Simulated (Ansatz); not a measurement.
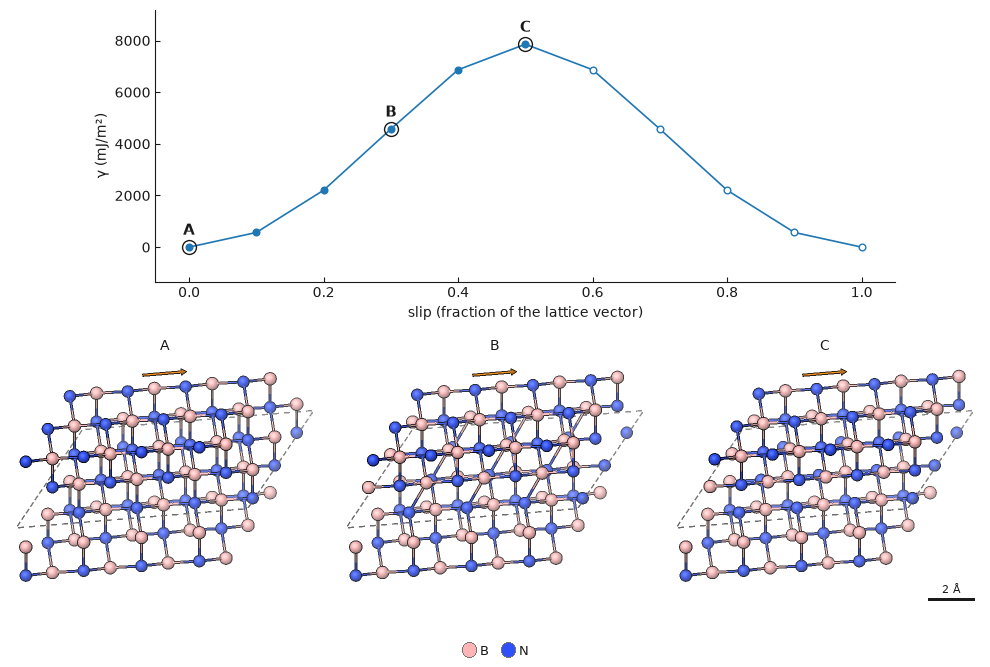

A scan of a crystal of BN (F-43m): the crystal above a cut along the (1 −1 1) plane of the conventional cell (between a plane of N below and one of B above, 1.57 Å apart) is slid rigidly by fractions of an in-plane lattice vector 2.56 Å long (a generalised stacking fault). One cut stands in each cell, which starts 12.6 Å high; nothing is relaxed, and the dashed outline marks the cut, the arrow on top the direction of slip. The lettered frames are marked on the plot. Hollow markers are points alike by symmetry, not computed again. The picture is a ball-and-stick view of the layers on both sides of the cut, seen obliquely from above.

Theory: Ansatz 0.2.0, DFT PBE, scalar-relativistic, plane waves, PAW. Set-up: plane-wave cutoff 420 eV; k-point mesh 10 × 10 × 2; occupations gaussian; smearing width 0.05 eV; no spin polarisation. Energies (free energies at the smearing named) are counted from the cell as listed in its source, which wasn't relaxed.

Read off the main features of the energy profile.

The curve starts and ends at zero, since a full lattice vector restores the crystal. Its highest computed point is 7857 mJ/m² at slip 0.50, which the unstable stacking-fault energy of this rigid path equals or slightly exceeds. No local minimum shows among the points, so there is no metastable fault on this line. The path is symmetric about half-way. Relaxation across the fault would lower the values.
